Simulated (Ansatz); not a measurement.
Input

```
crystal:
  lattice:
    - [-1.4044865604, 1.4044865604, 2.0334037631]
    - [1.4044865604, -1.4044865604, 2.0334037631]
    - [1.4044865604, 1.4044865604, -2.0334037631]
  atoms:
    - { symbol: Al, position: [0.0, 0.0, 0.0] }
basis:
  ecutwfc: 500
kpoints:
  mp_grid: { grid: [18, 18, 18] }
hamiltonian:
  xc: r2scan
scf:
  occupations: { method: gaussian, width: 0.1 }
output:
  forces: true
  stress: true
  eigenvalues: true
  write_density: true
  write_potential: true
  elf: true
  volumetric_format: npy
relax:
  adjacent_minimum: "off"
  f_tol: 0.025
  max_steps: 70
  cell: { stress_tol: 0.12 }
```

Launched as:

```sh
ansatz run input.yaml --threads 2 --pin off --max-ram 5120MiB --backend cpu --events-out ev --progress --plain --runs-dir out
```

Below, planes, directions and counts refer to the conventional cell (a = 2.81 Å, b = 2.81 Å, c = 4.02 Å, α = 90.00°, β = 90.00°, γ = 90.00°).

The fields are those of the relaxed geometry.

Space group I4/mmm; a structure from a database of computed crystals, not necessarily the ambient phase; computed without spin polarisation.

Theory: DFT r2SCAN, scalar-relativistic, plane waves, PAW in Ansatz.

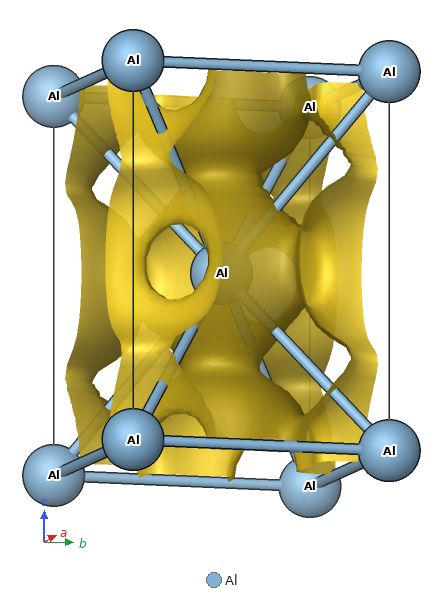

Al. Isosurface of the electron localisation function at 0.55 (yellow), seen at an oblique angle. Core shells and regions of very low density are left out. Sticks mark near contacts.

Where are the electrons localised?

The surface consists of one network that runs through the whole crystal, counted in one cell of 2 atoms. Regions shared between cells count once. There are no localised bonds or lone pairs at this value.

Values along the shortest contacts:
Al–Al (2.81 Å): the ELF peaks at about 0.65 between the atoms.

Does the calculation give a band gap?

It is gapless in this calculation (a metal or semimetal).
